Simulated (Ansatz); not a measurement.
**Cu: geometry relaxation (part 2 of 2)**

The same run, continued: Cu (P6₃/mmc, 4 atoms in the cell); DFT PBEsol, scalar-relativistic, plane waves, PAW, no spin polarisation (Ansatz 0.2.0); cutoff 420 eV, 18×18×6 k-mesh, Gaussian smearing of 0.1 eV. The structure derives from a Materials Project entry.

Geometry of the input (Å; fractional positions):
```
2.5308  0.0000  0.0000
-1.2654  2.1917  0.0000
0.0000  0.0000  8.2618
Cu 0.0000  0.0000  0.0000
Cu 0.3333  0.6667  0.2500
Cu 0.0000  0.0000  0.5000
Cu 0.6667  0.3333  0.7500
```

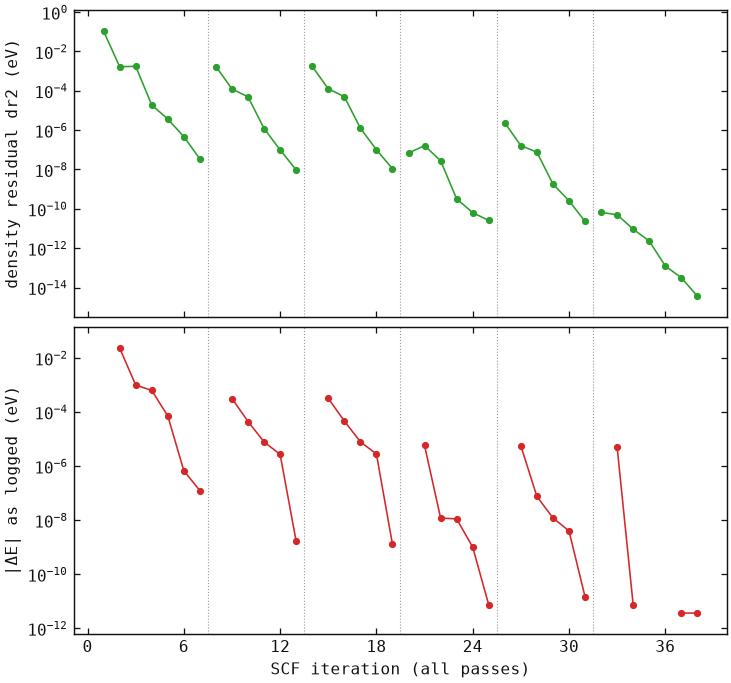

Figure 1. Convergence of the self-consistent field: density residual dr2 and size of the energy change against the SCF iteration. The dotted lines part the SCF passes of the relaxation: geometry steps, rejected trials and re-solves on a re-selected basis. The 6 passes take 6 to 7 iterations each, 38 in all.

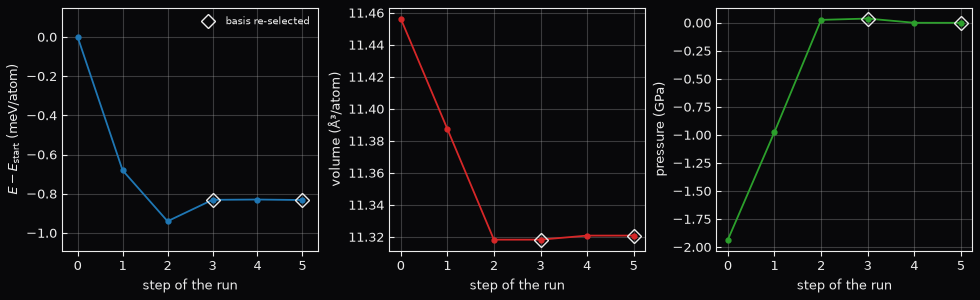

Figure 2. Progress of the relaxation, step by step (the first geometry is step 0 here and step 1 in the log). No atom moves by more than 0.005 Å relative to the cell. Cell: a = b 2.531 → 2.520 Å (−0.4 %), c 8.262 → 8.235 Å (−0.3 %). Volume −1.2 %. Among the contacts that change: Cu1–Cu1 2.531 → 2.520 Å. The space group stays P6_3/mmc (No. 194). After 3 geometry steps the energy has fallen by 0.8 meV per atom. All forces vanish by symmetry, so only the cell relaxes. The pressure goes from −1.93 to 0.00 GPa. The basis was re-selected once at an unchanged geometry, which shifts the energy a little without any move. The energy change given includes the shifts at the re-selections in mid-walk, which come without any move. A last SCF at the same geometry on a re-selected plane-wave basis shifts the energy by next to nothing (0.0 meV per atom). (Atoms are counted from 1 in the order of the input.)

```
basis re-selected at this cell: Δ(F+E_penalty+E_count) = -9.906e-6 eV, ΔP = -0.000 GPa vs the last step (what re-selecting the basis moved, of the pressure what is left beyond the Pulay correction that the steps carried, after the strain that the cell walked since its last selection, with what the two solves' SCF thresholds leave and, on support functions, any second-order correction that the steps lacked; it is no measure of the basis error at this ecutwfc). This SCF's stress stands 8.80e-4 GPa from its target on what of the cell is left free (relax.cell.stress_tol is 5.00e-2 GPa) and its largest allowed force component is 6.36e-18 eV/Å (relax.f_tol is 5.00e-3 eV/Å): within both
SCF converged after 7 iterations
Free energy (F): -26355.074379 eV
Harris-Foulkes:  -26355.074379 eV  (|F-HF|=7.28e-12)
Internal energy: -26355.067087 eV  (E = F + TS)
E sigma→0 (E₀):  -26355.070733 eV
Entropy (-TS):   -0.007292 eV (-1.823 meV/atom)
Fermi energy:    17.464517 eV
--- Per-component energies (eV) ---
  E_band       = -1382.982168
  E_kinetic    = 1202.566618
  E_local      = -15885.446950  (includes V_loc(G=0)·N_el)
  E_nonlocal   = 1564.298681
  E_hartree    = 6996.460311
  E_xc         = -357.595277
  E_vxc        = -463.543947  (∫ρ·V_xc dr)
  E_paw        = -6503.233849  (= ΣΔE_a)
  E_vpaw       = -1793.778149  (= ΣTr[D̂ρ^β])
  E_aug_tail   = 0.000961  (compensation charges beyond the density's cutoff)
  E_ewald      = -13372.942392
  E_core_change = 0.824809  (= ΣΔE_core)
  E_smearing   = -0.007292  (= −TS)
  E_closure    = 0.000000  (closes the sum)
  Σ components = -26355.074379   (vs F -26355.074379, Δ=0.00e0)
--- Forces (eV/Å), atoms counted from 1 ---
  atom   1  Cu     0.00000000     0.00000000    -0.00000000
  atom   2  Cu     0.00000000     0.00000000     0.00000000
  atom   3  Cu     0.00000000     0.00000000     0.00000000
  atom   4  Cu    -0.00000000     0.00000000     0.00000000
  max |Σ_I F_I| component: 4.63e-18 eV/Å
--- Stress (GPa, compression-positive) ---
       -0.000045      -0.000000       0.000000
       -0.000000      -0.000045       0.000000
        0.000000       0.000000      -0.000880
  P = ⅓ Tr σ = -0.0003 GPa (-0.003 kbar)
--- Band table (eV; the first three rows and the last of 148) ---
  k-point 0: bands = ["-94.8443", "-94.8395", "-94.8294", "-94.8245", "-52.4231", "-52.3631", "-52.3552", "-52.3149", "-52.3149", "-52.3094", "-52.3094", "-52.2981", "-52.2981", "-52.2947", "-52.2927", "-52.2927", "7.7365", "9.9169", "9.9249", "12.1579", "14.0932", "14.0971", "14.3529", "14.3529", "14.3609", "14.3609", "14.3710", "14.5557", "14.5557", "14.5855", "14.5855", "15.1087", "15.1087", "15.3703", "15.3703", "15.5435", "15.5435", "15.8499", "15.8499", "16.2942", "21.4568", "30.2391", "30.2394", "39.0239", "39.7317", "39.8598"]
  k-point 1: bands = ["-94.8440", "-94.8400", "-94.8289", "-94.8248", "-52.4210", "-52.3762", "-52.3421", "-52.3146", "-52.3146", "-52.3099", "-52.3099", "-52.2976", "-52.2976", "-52.2969", "-52.2929", "-52.2929", "7.8019", "9.2979", "10.5808", "12.1185", "14.1237", "14.1420", "14.3568", "14.3621", "14.3621", "14.3716", "14.3716", "14.5401", "14.5401", "14.5693", "14.5693", "15.1277", "15.1277", "15.3465", "15.3465", "15.5758", "15.5758", "15.8341", "15.8341", "15.9942", "21.9206", "28.2336", "32.3349", "39.0620", "39.6040", "39.9109"]
  k-point 2: bands = ["-94.8433", "-94.8410", "-94.8278", "-94.8255", "-52.4146", "-52.3914", "-52.3268", "-52.3138", "-52.3138", "-52.3112", "-52.3112", "-52.3033", "-52.2964", "-52.2964", "-52.2937", "-52.2937", "7.9968", "8.7553", "11.2020", "11.9792", "14.1858", "14.3162", "14.3307", "14.3872", "14.3872", "14.3989", "14.3989", "14.5053", "14.5053", "14.5291", "14.5291", "15.1758", "15.1758", "15.2960", "15.2960", "15.3528", "15.6455", "15.6455", "15.7893", "15.7893", "23.0733", "26.3416", "34.4984", "38.7727", "39.1728", "39.6424"]
  k-point 147: bands = ["-94.8267", "-94.8267", "-94.8166", "-94.8166", "-52.3960", "-52.3960", "-52.3853", "-52.3853", "-52.3782", "-52.3782", "-52.3630", "-52.3630", "-52.3314", "-52.3314", "-52.3276", "-52.3276", "13.2451", "13.2451", "13.3370", "13.3370", "13.4001", "13.4001", "13.5249", "13.5249", "14.1256", "14.1256", "14.1524", "14.1524", "14.9522", "14.9522", "15.2784", "15.2784", "15.7428", "15.7428", "15.8402", "15.8402", "20.9288", "20.9288", "21.2519", "21.2519", "21.7337", "21.7337", "24.8595", "24.8595", "26.1197", "26.1197"]
--- Relaxed structure (4 steps of the walk, 4 accepted, 2 SCFs on fresh bases) ---
  F+E_penalty+E_count = -26355.07437897 eV   max|allowed force component| = 6.361e-18 eV/Å   (the final SCF, on the basis selected at the relaxed cell)
  cell:  # Å, volume = 45.2834 Å³
    - [2.5197984277102843, 2.874236269879902e-11, 0.0]
    - [-1.2598992138800338, 2.1822094507988212, 0.0]
    - [0.0, 0.0, 8.23525478348713]
  atoms:
    - { symbol: Cu, position: [1.2485826603940915e-35, 1.4874430046775348e-36, -7.770406888955429e-36] }
    - { symbol: Cu, position: [0.3333333333333333, 0.6666666666666667, 0.25] }
    - { symbol: Cu, position: [9.666433749657049e-36, 3.7758168583177227e-36, 0.5] }
    - { symbol: Cu, position: [0.6666666666666665, 0.33333333333333326, 0.75] }
```

Trajectory as extended XYZ (Å, eV, eV/Å), 6 frames, from step=1 to step=6
```
4
Lattice="2.5308 0.0000 0.0000 -1.2654 2.1917 0.0000 0.0000 0.0000 8.2618" Properties=species:S:1:pos:R:3:forces:R:3 step=1 energy=-26355.07105 pressure_GPa=-1.93
Cu    0.0000    0.0000    0.0000    0.0000   0.0000   0.0000
Cu    0.0000    1.4611    2.0655    0.0000   0.0000   0.0000
Cu    0.0000    0.0000    4.1309    0.0000   0.0000   0.0000
Cu    1.2654    0.7306    6.1964    0.0000   0.0000   0.0000
4
Lattice="2.5254 0.0000 0.0000 -1.2627 2.1870 0.0000 0.0000 0.0000 8.2471" Properties=species:S:1:pos:R:3:forces:R:3 step=2 energy=-26355.07377 pressure_GPa=-0.97
Cu    0.0000    0.0000    0.0000    0.0000   0.0000   0.0000
Cu    0.0000    1.4580    2.0618    0.0000   0.0000   0.0000
Cu    0.0000    0.0000    4.1236    0.0000   0.0000   0.0000
Cu    1.2627    0.7290    6.1853    0.0000   0.0000   0.0000
4
Lattice="2.5197 0.0000 0.0000 -1.2599 2.1822 0.0000 0.0000 0.0000 8.2338" Properties=species:S:1:pos:R:3:forces:R:3 step=3 energy=-26355.07481 pressure_GPa=0.03
Cu    0.0000    0.0000    0.0000    0.0000   0.0000   0.0000
Cu    0.0000    1.4548    2.0585    0.0000   0.0000   0.0000
Cu    0.0000    0.0000    4.1169    0.0000   0.0000   0.0000
Cu    1.2599    0.7274    6.1754    0.0000   0.0000   0.0000
4
Lattice="2.5197 0.0000 0.0000 -1.2599 2.1822 0.0000 0.0000 0.0000 8.2338" Properties=species:S:1:pos:R:3:forces:R:3 step=4 energy=-26355.07438 pressure_GPa=0.04
Cu    0.0000    0.0000    0.0000    0.0000   0.0000   0.0000
Cu    0.0000    1.4548    2.0585    0.0000   0.0000   0.0000
Cu    0.0000    0.0000    4.1169    0.0000   0.0000   0.0000
Cu    1.2599    0.7274    6.1754    0.0000   0.0000   0.0000
4
Lattice="2.5198 0.0000 0.0000 -1.2599 2.1822 0.0000 0.0000 0.0000 8.2353" Properties=species:S:1:pos:R:3:forces:R:3 step=5 energy=-26355.07437 pressure_GPa=0.00
Cu    0.0000    0.0000    0.0000    0.0000   0.0000   0.0000
Cu    0.0000    1.4548    2.0588    0.0000   0.0000   0.0000
Cu    0.0000    0.0000    4.1176    0.0000   0.0000   0.0000
Cu    1.2599    0.7274    6.1764    0.0000   0.0000   0.0000
4
Lattice="2.5198 0.0000 0.0000 -1.2599 2.1822 0.0000 0.0000 0.0000 8.2353" Properties=species:S:1:pos:R:3:forces:R:3 step=6 energy=-26355.07438 pressure_GPa=-0.00
Cu    0.0000    0.0000    0.0000    0.0000   0.0000   0.0000
Cu    0.0000    1.4548    2.0588    0.0000   0.0000   0.0000
Cu    0.0000    0.0000    4.1176    0.0000   0.0000   0.0000
Cu    1.2599    0.7274    6.1764    0.0000   0.0000   0.0000
```

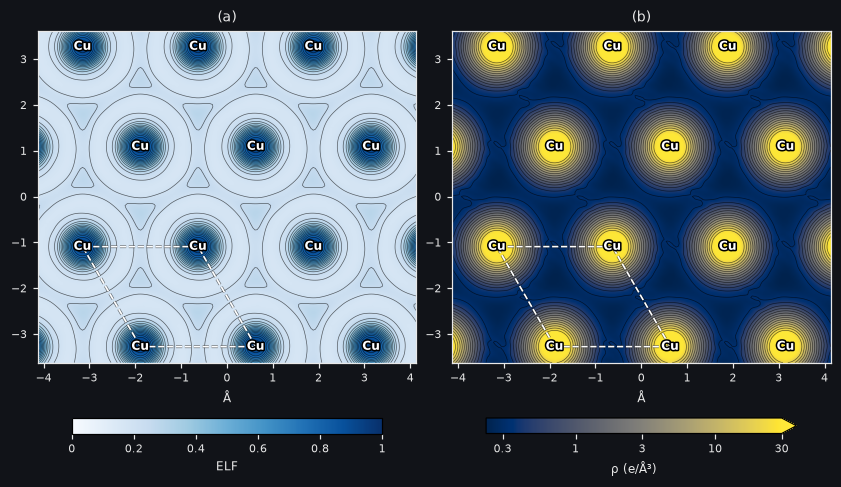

Figure 3. (a) electron localisation function; (b) valence charge density (pseudo) on the (001) plane of the conventional cell. The section cuts through Cu sites. Cu–Cu (2.52 Å): ρ at the midpoint is about 0.31 e/Å³; the ELF is about 0.20 at the midpoint (no shared electron pair). Away from the nuclei the density in this plane falls to 0.23 e/Å³ at its lowest. The strong features right at Cu lie inside the PAW spheres (semicore, d or f shells) and say nothing about bonding. The fields are those of the smooth PAW valence density.

Key numbers

| quantity | value |
| --- | --- |
| outcome | converged |
| space group (tolerance 0.01 Å) | P6₃/mmc (194) |
| electrons treated | 76 |
| free energy | −26355.0744 eV |
| Fermi energy | 17.465 eV |
| gap on the k-point mesh | none (metallic) |
| pressure | 0.00 GPa |
| final volume | 45.28 Å³ |
| largest force (length of the vector) at the end | under 0.001 eV/Å |
| final cell | a = 2.520 Å, b = 2.520 Å, c = 8.235 Å, α = 90.00°, β = 90.00°, γ = 120.00° |
| wall time | 51 s |
| peak memory | 0.53 GiB |
